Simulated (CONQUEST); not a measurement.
# Te: 7 runs along one coordinate

System: Te (6 atoms in the cell).
Method: Kohn-Sham DFT of a periodic cell, PBEsol, PseudoDojo NC PBEsol, no spin polarisation (CONQUEST 1.3).

The 7 runs differ only in the geometry, by an even scaling of the cell at fixed fractional positions. The structure derives from an entry of the Crystallography Open Database.

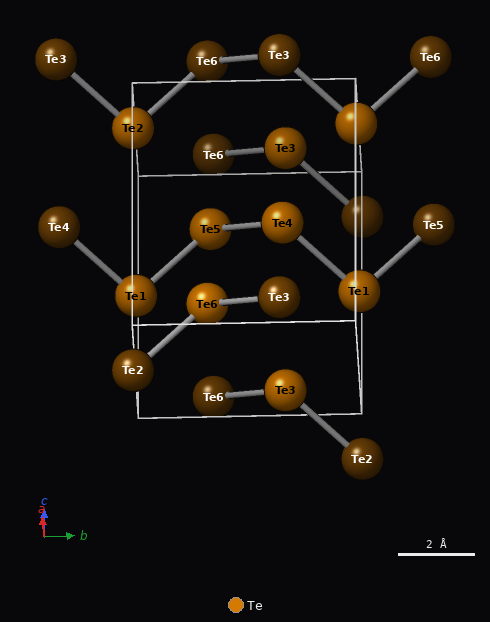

Figure 1. The structure of run 4 (ball-and-stick view of the cell of the calculation, seen at an oblique angle; neighbours outside the cell are drawn fainter; atoms are numbered from 1 in the order of the input). An atom can appear more than once, as a periodic image.

## Input of run 4
```
IO.Title Te
IO.Coordinates coords.dat
IO.FractionalAtomicCoords T
IO.Iprint 2
IO.Iprint_init 1
General.NumberOfSpecies 1
General.PseudopotentialType hamann
AtomMove.TypeOfRun static
AtomMove.FullStress T
Grid.PointsAlongX 48
Grid.PointsAlongY 60
Grid.PointsAlongZ 72
DM.SolutionMethod diagon
Diag.MPMesh T
Diag.GammaCentred T
Diag.MPMeshX 6
Diag.MPMeshY 5
Diag.MPMeshZ 4
Diag.kT 0.00183747
minE.SCTolerance 1e-6
SC.MaxIters 100
IO.AtomChargeOutput T
%block ChemicalSpeciesLabel
1 127.600 Te
%endblock
```

Command:
```bash
OMP_NUM_THREADS=1 Conquest
```

Lattice vectors (Å) and fractional positions of run 4:
```
   4.454000    0.000000    0.000000
   0.000000    5.924000    0.000000
   0.000000    0.000000    7.714554
Te  0.365500  0.000000  0.365500
Te  0.865500  0.000000  0.865500
Te  0.269000  0.666667  0.000000
Te  0.769000  0.666667  0.500000
Te  0.365500  0.333333  0.634500
Te  0.865500  0.333333  0.134500
```

Run 5 has the same physical settings and fractional positions; its lattice vectors (Å) are:
```
   4.483498    0.000000    0.000000
   0.000000    5.963233    0.000000
   0.000000    0.000000    7.765646
```

## Results, with one run withheld

```csv
run,volume per atom (Å³),"free energy per atom, from the lowest run given (meV)",pressure (GPa),gap on the mesh (eV)
1,31.890,22.91,3.72,0.51
2,32.568,10.05,2.35,0.52
3,33.247,2.64,1.16,0.53
4,33.925,0.00,0.09,0.54
5,34.604,?,?,?
6,35.282,7.44,−1.75,0.56
7,35.961,16.37,−2.50,0.56
```

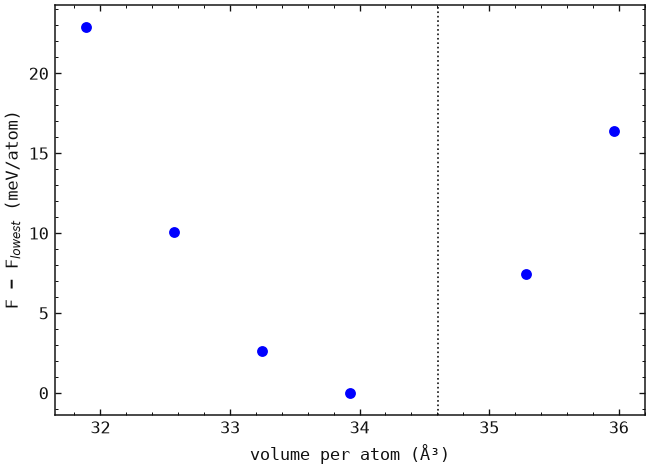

Figure 2. Free energy per atom of the runs given; the dotted line marks run 5.

What should run 5 give?

A cubic polynomial in V^(−2/3) (the Birch–Murnaghan form), fitted to the 6 runs given, misses them by at most 0.06 meV per atom. With x = V^(−2/3) − 0.09573 Å⁻², it reads F = 0.25829 + 1065.8 x + 1.3339e+06 x² + 6.6738e+06 x³ (meV per atom). At run 5 it gives 1.81 meV per atom, and the run itself gives 1.75. The slope of the fit gives a pressure −dF/dV of −0.89 GPa there, and the run prints −0.93 GPa. The fit has its minimum at 33.975 Å³ per atom, where V d²F/dV² gives 50.5 GPa. Cell shape and fractional positions are held, so this is the stiffness under even scaling; the relaxed bulk modulus wasn't computed and can be far lower in a crystal of layers, chains or molecules like this one. The gap on the mesh goes, without turning, from 0.51 eV in run 1 to 0.56 eV in run 7; run 5 has 0.55 eV. These are gaps of this functional on this mesh, which can miss the band edges; they aren't the measured gap.

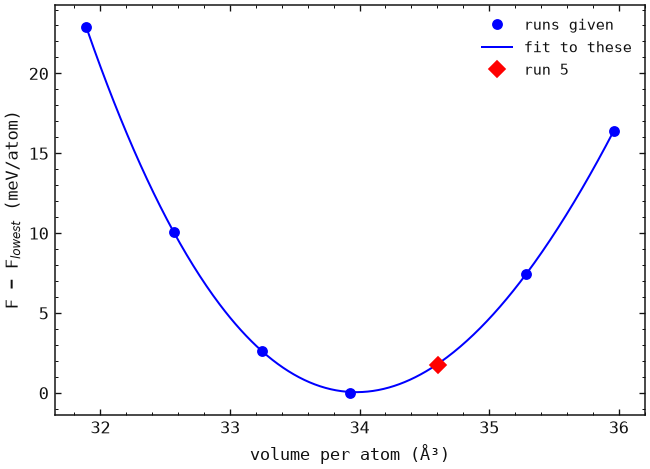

Figure 3. The fit and the withheld run.

## Some lines of the output (run 5)
```
[...]
          DFT Total Energy                 :      -627.997242081410832 Ha
          Free Energy (E-TS)               :      -627.997631450366384 Ha
          DFT Total Energy                 :      -627.997596878967897 Ha
          Free Energy (E-TS)               :      -627.997613987305044 Ha
          DFT Total Energy                 :      -627.997598359637323 Ha
          Free Energy (E-TS)               :      -627.997614491982176 Ha
          DFT Total Energy                 :      -627.997593364726072 Ha
          Free Energy (E-TS)               :      -627.997612003779750 Ha
          DFT Total Energy                 :      -627.997600849293804 Ha
          Free Energy (E-TS)               :      -627.997612364962606 Ha
          DFT Total Energy                 :      -627.997601235017896 Ha
      | Free Energy as E-TS      =      -627.997612364962606 Ha
      |* DFT total energy        =      -627.997601235017896 Ha
    force: Average pressure:     -0.92580273 GPa
```

Notes: With a small basis of atomic orbitals these values can differ much from converged plane-wave results.
